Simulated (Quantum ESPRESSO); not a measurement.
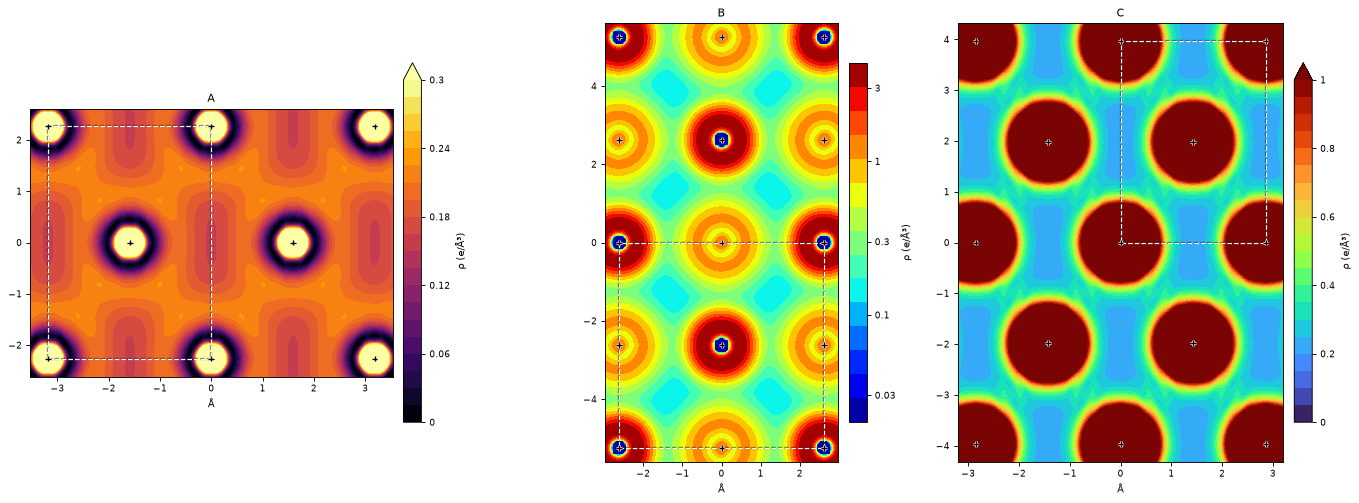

The valence electron density of 3 systems, each on a plane through atoms (crosses mark nuclei in the plane).

All numbers below come from Kohn-Sham DFT of a periodic cell, PBEsol, GBRV 1.5 PBEsol (Quantum ESPRESSO 7.5).

System 1: Cu, the (101) plane of the conventional cell. Space group I4/mmm; a structure from a database of computed crystals, not necessarily the ambient phase; computed pressure about 2 GPa in this cell.

```cif
data_structure
_symmetry_space_group_name_H-M 'P 1'
_symmetry_Int_Tables_number 1
_cell_length_a 2.8567
_cell_length_b 2.8567
_cell_length_c 2.7522
_cell_angle_alpha 90.000
_cell_angle_beta 90.000
_cell_angle_gamma 90.000
_cell_volume 22.46
loop_
_atom_site_label
_atom_site_type_symbol
_atom_site_fract_x
_atom_site_fract_y
_atom_site_fract_z
_atom_site_occupancy
Cu1 Cu 0.00000 0.00000 0.00000 1
Cu2 Cu 0.50000 0.50000 0.50000 1
```

System 2: Al, the (011) plane of the conventional cell. Space group I4/mmm; a structure from a database of computed crystals, not necessarily the ambient phase.

System 3: ZrS, the (010) plane of the conventional cell. Space group Fm-3m; computed pressure about −7 GPa in this cell.

Question: Which map belongs to which system?

Answer: Panel A is system 2, Al: the plane holds Al. Al–Al (2.77 Å): the density is about 0.22 e/Å³ at the midpoint. Panel B is system 3, ZrS: the plane holds Zr and S. Zr–S (2.62 Å): ρ at the midpoint is about 0.34 e/Å³. Panel C is system 1, Cu: the plane holds Cu. Cu–Cu (2.44 Å): ρ at the midpoint is about 0.3 e/Å³.
